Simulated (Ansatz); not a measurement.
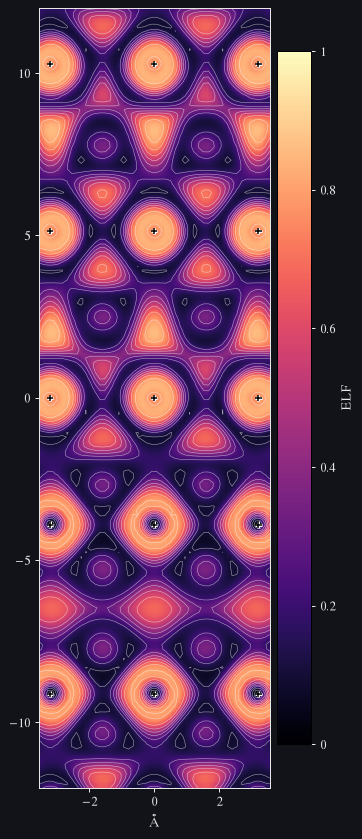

The electron localisation function on a plane through atoms (crosses mark nuclei in the plane).

All numbers below come from DFT r2SCAN, scalar-relativistic, plane waves, PAW in Ansatz 0.2.0.

Candidates:
A. Hf₃N₂, a = 3.21 Å, b = 3.21 Å, c = 23.31 Å, α = 90.00°, β = 90.00°, γ = 120.00°. Space group R-3m; a structure from a database of computed crystals, not necessarily the ambient phase.
B. Al₃GaN₄, a = 5.04 Å, b = 3.05 Å, c = 5.41 Å, α = 90.00°, β = 90.03°, γ = 90.00°. Space group Pm; a structure from a database of computed crystals, not necessarily the ambient phase; changed on purpose from its base cell (strain -0.0250 x Voigt [0, 1, 0, 0, 0, 0], atoms carried along); not relaxed (largest force 0.3 eV/Å); computed pressure about 6 GPa in this cell.
C. Rh, a = 2.81 Å, b = 2.81 Å, c = 4.17 Å, α = 90.00°, β = 90.00°, γ = 120.00°. Space group P6₃/mmc; a structure from a database of computed crystals, not necessarily the ambient phase; changed on purpose from its base cell (strain +0.040 along x and y, -0.040 along z, atoms carried along); computed pressure about −7 GPa in this cell; computed without spin polarisation.

Which candidate gave the map?

Candidate A: Hf₃N₂ on the (100) plane of the conventional cell, which holds Hf and N. Hf–Hf (3.21 Å): the ELF is about 0.20 at the midpoint (no localised pair shows between them).
